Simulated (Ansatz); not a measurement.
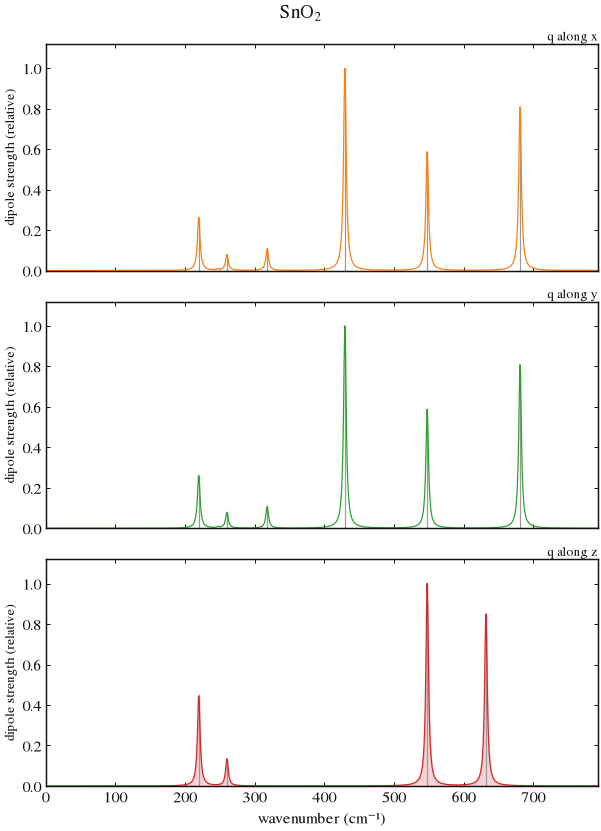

The figure shows the polar optical modes, transverse and longitudinal, for each direction of approach to the zone centre for SnO₂, space group P4_2/mnm (No. 136). Lines are broadened by Lorentzians of 4.5 cm⁻¹ full width; each panel is scaled to its strongest line.

Starting cell:
```cif
data_structure
_symmetry_space_group_name_H-M 'P 1'
_symmetry_Int_Tables_number 1
_cell_length_a 4.8274
_cell_length_b 4.8274
_cell_length_c 3.2382
_cell_angle_alpha 90.000
_cell_angle_beta 90.000
_cell_angle_gamma 90.000
_cell_volume 75.46
loop_
_atom_site_label
_atom_site_type_symbol
_atom_site_fract_x
_atom_site_fract_y
_atom_site_fract_z
_atom_site_occupancy
Sn1 Sn 0.00000 0.00000 0.00000 1
Sn2 Sn 0.50000 0.50000 0.50000 1
O1 O 0.30657 0.30657 0.00000 1
O2 O 0.19343 0.80657 0.50000 1
O3 O 0.69343 0.69343 0.00000 1
O4 O 0.80657 0.19343 0.50000 1
```

Method: optical phonons of an insulator on the approach to the zone centre along x, y and z with the field of polar modes, imaginary frequencies are negative, field response on a mesh refined by the program; plane waves with PAW datasets (Ansatz 0.2.0). Level: PBE, no spin polarisation.

- wave cutoff: 420 eV
- k mesh: 6×6×8
- occupations: fixed
- pressure: 0 GPa

### Where do the polar lines stronger than 2 % of the strongest lie for each direction?

Along x the polar lines lie at 219.9, 260.3, 318.1, 429.6, 547.7, 681.0 cm⁻¹; along y the polar lines lie at 219.9, 260.3, 318.1, 429.6, 547.7, 681.0 cm⁻¹; along z the polar lines lie at 219.9, 260.3, 547.7, 632.0 cm⁻¹.

Note: a crossing between the sampled k points may be missed; field response not converged on the k mesh.

The computed values:

```json
{"at": "x", "frequency (cm⁻¹)": "110.1", "degeneracy": "1", "dipole strength ((D/Å)²/amu)": "0"}
{"at": "x", "frequency (cm⁻¹)": "141.0", "degeneracy": "1", "dipole strength ((D/Å)²/amu)": "0"}
{"at": "x", "frequency (cm⁻¹)": "219.9", "degeneracy": "1", "dipole strength ((D/Å)²/amu)": "10.1"}
{"at": "x", "frequency (cm⁻¹)": "248.4", "degeneracy": "1", "dipole strength ((D/Å)²/amu)": "0.204"}
{"at": "x", "frequency (cm⁻¹)": "260.3", "degeneracy": "1", "dipole strength ((D/Å)²/amu)": "2.99"}
{"at": "x", "frequency (cm⁻¹)": "318.1", "degeneracy": "1", "dipole strength ((D/Å)²/amu)": "4.13"}
{"at": "x", "frequency (cm⁻¹)": "340.4", "degeneracy": "1", "dipole strength ((D/Å)²/amu)": "0"}
{"at": "x", "frequency (cm⁻¹)": "429.6", "degeneracy": "1", "dipole strength ((D/Å)²/amu)": "38.3"}
{"at": "x", "frequency (cm⁻¹)": "437.1", "degeneracy": "2", "dipole strength ((D/Å)²/amu)": "0"}
{"at": "x", "frequency (cm⁻¹)": "526.2", "degeneracy": "1", "dipole strength ((D/Å)²/amu)": "0"}
{"at": "x", "frequency (cm⁻¹)": "547.7", "degeneracy": "1", "dipole strength ((D/Å)²/amu)": "22.4"}
{"at": "x", "frequency (cm⁻¹)": "583.3", "degeneracy": "1", "dipole strength ((D/Å)²/amu)": "0"}
{"at": "x", "frequency (cm⁻¹)": "681.0", "degeneracy": "1", "dipole strength ((D/Å)²/amu)": "31.1"}
{"at": "x", "frequency (cm⁻¹)": "706.1", "degeneracy": "1", "dipole strength ((D/Å)²/amu)": "0"}
{"at": "y", "frequency (cm⁻¹)": "110.1", "degeneracy": "1", "dipole strength ((D/Å)²/amu)": "0"}
{"at": "y", "frequency (cm⁻¹)": "141.0", "degeneracy": "1", "dipole strength ((D/Å)²/amu)": "0"}
{"at": "y", "frequency (cm⁻¹)": "219.9", "degeneracy": "1", "dipole strength ((D/Å)²/amu)": "10.1"}
{"at": "y", "frequency (cm⁻¹)": "248.4", "degeneracy": "1", "dipole strength ((D/Å)²/amu)": "0.204"}
{"at": "y", "frequency (cm⁻¹)": "260.3", "degeneracy": "1", "dipole strength ((D/Å)²/amu)": "2.99"}
{"at": "y", "frequency (cm⁻¹)": "318.1", "degeneracy": "1", "dipole strength ((D/Å)²/amu)": "4.13"}
{"at": "y", "frequency (cm⁻¹)": "340.4", "degeneracy": "1", "dipole strength ((D/Å)²/amu)": "0"}
{"at": "y", "frequency (cm⁻¹)": "429.6", "degeneracy": "1", "dipole strength ((D/Å)²/amu)": "38.3"}
{"at": "y", "frequency (cm⁻¹)": "437.1", "degeneracy": "2", "dipole strength ((D/Å)²/amu)": "0"}
{"at": "y", "frequency (cm⁻¹)": "526.2", "degeneracy": "1", "dipole strength ((D/Å)²/amu)": "0"}
{"at": "y", "frequency (cm⁻¹)": "547.7", "degeneracy": "1", "dipole strength ((D/Å)²/amu)": "22.4"}
{"at": "y", "frequency (cm⁻¹)": "583.3", "degeneracy": "1", "dipole strength ((D/Å)²/amu)": "0"}
{"at": "y", "frequency (cm⁻¹)": "681.0", "degeneracy": "1", "dipole strength ((D/Å)²/amu)": "31.1"}
{"at": "y", "frequency (cm⁻¹)": "706.1", "degeneracy": "1", "dipole strength ((D/Å)²/amu)": "0"}
{"at": "z", "frequency (cm⁻¹)": "110.1", "degeneracy": "1", "dipole strength ((D/Å)²/amu)": "0"}
{"at": "z", "frequency (cm⁻¹)": "141.0", "degeneracy": "1", "dipole strength ((D/Å)²/amu)": "0"}
{"at": "z", "frequency (cm⁻¹)": "219.9", "degeneracy": "2", "dipole strength ((D/Å)²/amu)": "20.2"}
{"at": "z", "frequency (cm⁻¹)": "260.3", "degeneracy": "2", "dipole strength ((D/Å)²/amu)": "5.98"}
{"at": "z", "frequency (cm⁻¹)": "340.4", "degeneracy": "1", "dipole strength ((D/Å)²/amu)": "0"}
{"at": "z", "frequency (cm⁻¹)": "437.1", "degeneracy": "2", "dipole strength ((D/Å)²/amu)": "0"}
{"at": "z", "frequency (cm⁻¹)": "526.2", "degeneracy": "1", "dipole strength ((D/Å)²/amu)": "0"}
{"at": "z", "frequency (cm⁻¹)": "547.7", "degeneracy": "2", "dipole strength ((D/Å)²/amu)": "44.7"}
{"at": "z", "frequency (cm⁻¹)": "583.3", "degeneracy": "1", "dipole strength ((D/Å)²/amu)": "0"}
{"at": "z", "frequency (cm⁻¹)": "632.0", "degeneracy": "1", "dipole strength ((D/Å)²/amu)": "38.3"}
{"at": "z", "frequency (cm⁻¹)": "706.1", "degeneracy": "1", "dipole strength ((D/Å)²/amu)": "0"}
```
